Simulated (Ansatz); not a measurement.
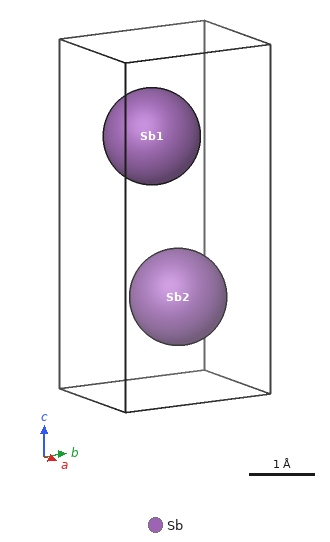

The structure of run A (spheres-only view of the cell of the calculation, seen slightly off an axis; atoms are numbered from 1 in the order of the input). An atom can appear more than once, as a periodic image.

# Sb: one change and its effect

System: Sb (P6₃/mmc, 2 atoms in the cell).
Method of run A: Kohn-Sham DFT of a periodic cell, LDA, Ansatz PAW, no spin polarisation (Ansatz 0.2.0).

The structure derives from a Materials Project entry. Text and figures count atoms from 1; the logs count them from 0 in places.

The input, run A:
```yaml
crystal:
  lattice:
    - [3.3545324186, 0.0, 0.0]
    - [-1.6772662093, 2.9051102923, 0.0]
    - [0.0, 0.0, 5.47016065]
  atoms:
    - { symbol: Sb, position: [0.6666666667, 0.3333333333, 0.75] }
    - { symbol: Sb, position: [0.3333333333, 0.6666666667, 0.25] }
hamiltonian:
  xc: lda
  pseudopotentials: { kind: paw }
kpoints:
  mp_grid: { grid: [9, 9, 5] }
scf:
  occupations: { method: fermi_dirac, width: 0.05 }
output:
  forces: true
  stress: true
  eigenvalues: true
relax:
  f_tol: 0.01
  max_steps: 40
  cell: { stress_tol: 0.05 }
```

Launched with:
```bash
ansatz run input.yaml --threads 2 --pin off --max-ram 5632MiB --backend cpu --events-out ev --progress --plain --runs-dir out
```

Hardware: 2 threads of AMD EPYC (Zen 3), 192 GiB of memory available, shared host.

Output, shortened to warnings, some set-up lines, iterations and results (run A):
```
Basis set: ecut = 420 eV, 1087 PW (Γ)
Symmetry: 24 space group operations
k-points: 36 of 405
Initial density: superposition of atomic densities (neutral atoms: chi_scale 0, normalization atom), corrected by the library's trained network
[...]
SCF iter   1: F=—  HF=-12671.147362 eV  |F-HF|=—  |Δ(HF+E_count)|=         —  Δρ=6.56e-3  dr2=9.82e-3  ethr=1.77e-3  ⟨swp⟩=5.8  Hψ=3334  notcnv=0
SCF iter   2: F=—  HF=-12671.142434 eV  |F-HF|=—  |Δ(HF+E_count)|=   4.93e-3  Δρ=3.78e-3  dr2=3.51e-3  ethr=3.27e-5  ⟨swp⟩=1.7  Hψ=1017  notcnv=0  defer=1
SCF iter   3: F=—  HF=-12671.141139 eV  |F-HF|=—  |Δ(HF+E_count)|=   1.30e-3  Δρ=6.53e-4  dr2=2.33e-4  ethr=1.17e-5  ⟨swp⟩=2.0  Hψ=1037  notcnv=0  defer=1
SCF iter   4: F=—  HF=-12671.141187 eV  |F-HF|=—  |Δ(HF+E_count)|=   4.79e-5  Δρ=8.95e-4  dr2=1.90e-4  ethr=7.76e-7  ⟨swp⟩=2.0  Hψ=1213  notcnv=0  defer=1
SCF iter   5: F=—  HF=-12671.141033 eV  |F-HF|=—  |Δ(HF+E_count)|=   1.54e-4  Δρ=6.79e-5  dr2=2.50e-6  ethr=6.34e-7  ⟨swp⟩=2.0  Hψ=1213  notcnv=0  defer=1
[... 42 lines ...]
SCF iter   4: F=—  HF=-12671.161633 eV  |F-HF|=—  |Δ(HF+E_count)|=  1.75e-10  Δρ=5.77e-7  dr2=2.01e-10  ethr=2.35e-12  ⟨swp⟩=2.2  Hψ=1229  notcnv=0
SCF iter   5: F=—  HF=-12671.161633 eV  |F-HF|=—  |Δ(HF+E_count)|=  4.37e-11  Δρ=1.92e-7  dr2=2.48e-11  ethr=1.00e-12  ⟨swp⟩=1.0  Hψ=684  notcnv=0
SCF iter   6: F=-12671.161633 eV  HF=-12671.161633 eV  |F-HF|=7.28e-12  |Δ(HF+E_count)|=  1.46e-11  Δρ=4.88e-8  dr2=9.10e-13  ethr=1.00e-12  ⟨swp⟩=5.9  Hψ=2716  notcnv=0
SCF 8 converged in 6 iterations: F = -12671.161633 eV  dr2 = 9.10e-13
relax step   8: F+E_penalty+E_count = -12671.16163292 eV  Δ(F+E_penalty+E_count) = +6.059e-4 eV  max|allowed force component| = 1.850e-17 eV/Å  Δτ_max = 0.0000 Å  P = -0.004 …
basis re-selected at this cell: Δ(F+E_penalty+E_count) = +6.059e-4 eV, ΔP = +0.002 GPa vs the last step (what re-selecting the basis moved, of the pressure what is left beyond the Pulay correction that the steps carried, after the strain that the cell walked since its last selection, with what the …
SCF converged after 6 iterations
Free energy (F): -12671.161633 eV
Harris-Foulkes:  -12671.161633 eV  (|F-HF|=7.28e-12)
Internal energy: -12671.150013 eV  (E = F + TS)
E sigma→0 (E₀):  -12671.155823 eV
Entropy (-TS):   -0.011619 eV (-5.810 meV/atom)
Fermi energy:    12.128300 eV
--- Per-component energies (eV) ---
  E_band       = -272.978136
  E_kinetic    = 417.680228
  E_local      = -2798.491186  (includes V_loc(G=0)·N_el)
  E_nonlocal   = 731.418022
  E_hartree    = 1279.999203
  E_xc         = -277.080198
  E_vxc        = -196.328998  (∫ρ·V_xc dr)
  E_paw        = -8851.375771  (= ΣΔE_a)
  E_vpaw       = -987.254557  (= ΣTr[D̂ρ^β])
  E_aug_tail   = -0.000004  (compensation charges beyond the density's cutoff)
  E_ewald      = -3174.417955
  E_core_change = 1.117647  (= ΣΔE_core)
  E_smearing   = -0.011619  (= −TS)
  E_closure    = -0.000000  (closes the sum)
  Σ components = -12671.161633   (vs F -12671.161633, Δ=0.00e0)
--- Forces (eV/Å), atoms counted from 1 ---
  atom   1  Sb     0.00000000     0.00000000     0.00000000
  atom   2  Sb     0.00000000    -0.00000000     0.00000000
  max |Σ_I F_I| component: 4.63e-18 eV/Å
--- Stress (GPa, compression-positive) ---
       -0.004076       0.000000       0.000000
        0.000000      -0.004076       0.000000
        0.000000       0.000000      -0.003274
  P = ⅓ Tr σ = -0.0038 GPa (-0.038 kbar)
--- Relaxed structure (7 steps of the walk, 7 accepted, 1 SCFs on fresh bases) ---
  F+E_penalty+E_count = -12671.16163292 eV   max|allowed force component| = 1.850e-17 eV/Å   (the final SCF, on the basis selected at the relaxed cell)
  cell:  # Å, volume = 51.2042 Å³
    - [3.3439974382695414, 7.15258461329569e-35, 0.0]
    - [-1.6719987191347707, 2.895986731731508, 0.0]
    - [0.0, 0.0, 5.287413932448412]
  atoms:
[...]
```

The input of run B differs as follows (lines with − go, lines with + come):
```diff
-  xc: lda
+  xc: pbesol
```

Predict how the results change.

The total energies belong to different methods, so their difference says nothing on which is more stable or more accurate. The volume per atom goes from 25.60 to 26.04 Å³. The functional changes from LDA to PBEsol. The SCF takes 51 iterations over all geometry steps against 36. On the same kind of shared host run B took about 1.4 times as long.

Output, shortened to warnings, some set-up lines, iterations and results (run B):
```
Basis set: ecut = 420 eV, 1087 PW (Γ), exchange–correlation on 48×48×80 points (8 copies of the dense FFT grid, shifted against one another)
Symmetry: 24 space group operations
k-points: 36 of 405
Initial density: superposition of atomic densities (neutral atoms: chi_scale 0, normalization atom), corrected by the library's trained network
[...]
SCF iter   1: F=—  HF=-12815.725332 eV  |F-HF|=—  |Δ(HF+E_count)|=         —  Δρ=2.45e-3  dr2=1.95e-3  ethr=1.77e-3  ⟨swp⟩=5.8  Hψ=3361  notcnv=0
SCF iter   2: F=—  HF=-12815.722993 eV  |F-HF|=—  |Δ(HF+E_count)|=   2.34e-3  Δρ=1.61e-3  dr2=8.85e-4  ethr=6.51e-6  ⟨swp⟩=2.5  Hψ=1383  notcnv=0  defer=1
SCF iter   3: F=—  HF=-12815.722842 eV  |F-HF|=—  |Δ(HF+E_count)|=   1.50e-4  Δρ=7.41e-4  dr2=1.39e-4  ethr=2.95e-6  ⟨swp⟩=2.0  Hψ=1213  notcnv=0  defer=1
SCF iter   4: F=—  HF=-12815.722730 eV  |F-HF|=—  |Δ(HF+E_count)|=   1.13e-4  Δρ=8.47e-5  dr2=5.26e-6  ethr=4.63e-7  ⟨swp⟩=2.0  Hψ=1213  notcnv=0  defer=1
SCF iter   5: F=—  HF=-12815.722730 eV  |F-HF|=—  |Δ(HF+E_count)|=   3.44e-7  Δρ=3.00e-5  dr2=6.19e-7  ethr=1.75e-8  ⟨swp⟩=2.4  Hψ=1223  notcnv=0  defer=1
[... 63 lines ...]
SCF iter   3: F=—  HF=-12815.730302 eV  |F-HF|=—  |Δ(HF+E_count)|=   4.07e-8  Δρ=1.05e-6  dr2=2.51e-10  ethr=6.28e-11  ⟨swp⟩=2.0  Hψ=1199  notcnv=0
SCF iter   4: F=—  HF=-12815.730302 eV  |F-HF|=—  |Δ(HF+E_count)|=  1.27e-10  Δρ=5.68e-7  dr2=7.67e-11  ethr=1.00e-12  ⟨swp⟩=7.3  Hψ=3711  notcnv=0
SCF iter   5: F=-12815.730302 eV  HF=-12815.730302 eV  |F-HF|=9.09e-12  |Δ(HF+E_count)|=  1.82e-12  Δρ=1.43e-7  dr2=7.11e-12  ethr=1.00e-12  ⟨swp⟩=4.1  Hψ=3276  notcnv=0
SCF 11 converged in 5 iterations: F = -12815.730302 eV  dr2 = 7.11e-12
relax step  11: F+E_penalty+E_count = -12815.73030232 eV  Δ(F+E_penalty+E_count) = +3.402e-4 eV  max|allowed force component| = 5.551e-17 eV/Å  Δτ_max = 0.0000 Å  P = +0.008 …
basis re-selected at this cell: Δ(F+E_penalty+E_count) = +3.402e-4 eV, ΔP = +0.003 GPa vs the last step (what re-selecting the basis moved, of the pressure what is left beyond the Pulay correction that the steps carried, after the strain that the cell walked since its last selection, with what the …
SCF converged after 5 iterations
Free energy (F): -12815.730302 eV
Harris-Foulkes:  -12815.730302 eV  (|F-HF|=9.09e-12)
Internal energy: -12815.718872 eV  (E = F + TS)
E sigma→0 (E₀):  -12815.724587 eV
Entropy (-TS):   -0.011430 eV (-5.715 meV/atom)
Fermi energy:    12.012314 eV
--- Per-component energies (eV) ---
  E_band       = -276.167849
  E_kinetic    = 414.994695
  E_local      = -2817.157416  (includes V_loc(G=0)·N_el)
  E_nonlocal   = 726.879291
  E_hartree    = 1289.135642
  E_xc         = -275.822643
  E_vxc        = -194.271730  (∫ρ·V_xc dr)
  E_paw        = -8997.523456  (= ΣΔE_a)
  E_vpaw       = -984.883784  (= ΣTr[D̂ρ^β])
  E_aug_tail   = -0.000004  (compensation charges beyond the density's cutoff)
  E_ewald      = -3156.888698
  E_core_change = 0.663714  (= ΣΔE_core)
  E_smearing   = -0.011430  (= −TS)
  E_closure    = 0.000000  (closes the sum)
  Σ components = -12815.730302   (vs F -12815.730302, Δ=0.00e0)
--- Forces (eV/Å), atoms counted from 1 ---
  atom   1  Sb     0.00000000     0.00000000     0.00000000
  atom   2  Sb     0.00000000    -0.00000000     0.00000000
  max |Σ_I F_I| component: 0.00e0 eV/Å
--- Stress (GPa, compression-positive) ---
        0.014978       0.000000       0.000000
       -0.000000       0.014978       0.000000
        0.000000       0.000000      -0.004596
  P = ⅓ Tr σ = 0.0085 GPa (0.085 kbar)
--- Relaxed structure (10 steps of the walk, 9 accepted, 1 SCFs on fresh bases) ---
  F+E_penalty+E_count = -12815.73030232 eV   max|allowed force component| = 5.551e-17 eV/Å   (the final SCF, on the basis selected at the relaxed cell)
  cell:  # Å, volume = 52.0715 Å³
    - [3.354193074621254, -2.861033845318276e-35, 0.0]
    - [-1.677096537310627, 2.9048164118198394, 0.0]
    - [0.0, 0.0, 5.344335578144792]
  atoms:
[...]
```

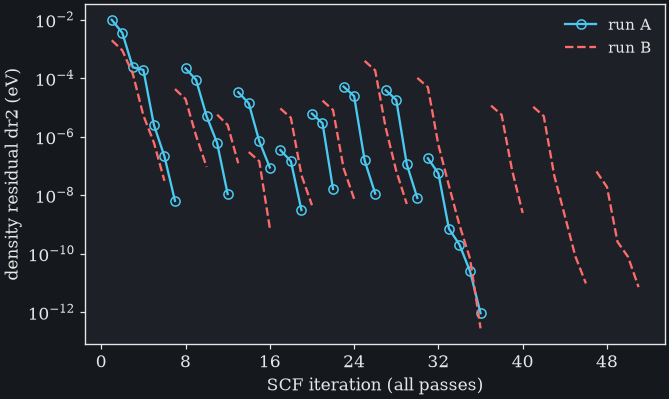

Convergence of the two runs: density residual dr2 against the SCF iteration. A break in a curve parts two SCF passes. Run A takes 36 iterations in all, and run B takes 51.

The two runs side by side:

| quantity | run A | run B |
| --- | --- | --- |
| outcome | converged | converged |
| free energy per atom (eV) | −6335.5808 | −6407.8652 |
| energy per atom, smearing taken to zero (eV) | −6335.5779 | −6407.8623 |
| gap on the mesh (eV) | 0.00 | 0.00 |
| pressure (GPa) | 0.00 | 0.01 |
| volume per atom (Å³) | 25.60 | 26.04 |
| largest force (eV/Å) | 0.000 | 0.000 |
| SCF iterations | 36 | 51 |
| irreducible k-points | 36 | 36 |
| wall time (shared host) | 5.8 s | 8.4 s |
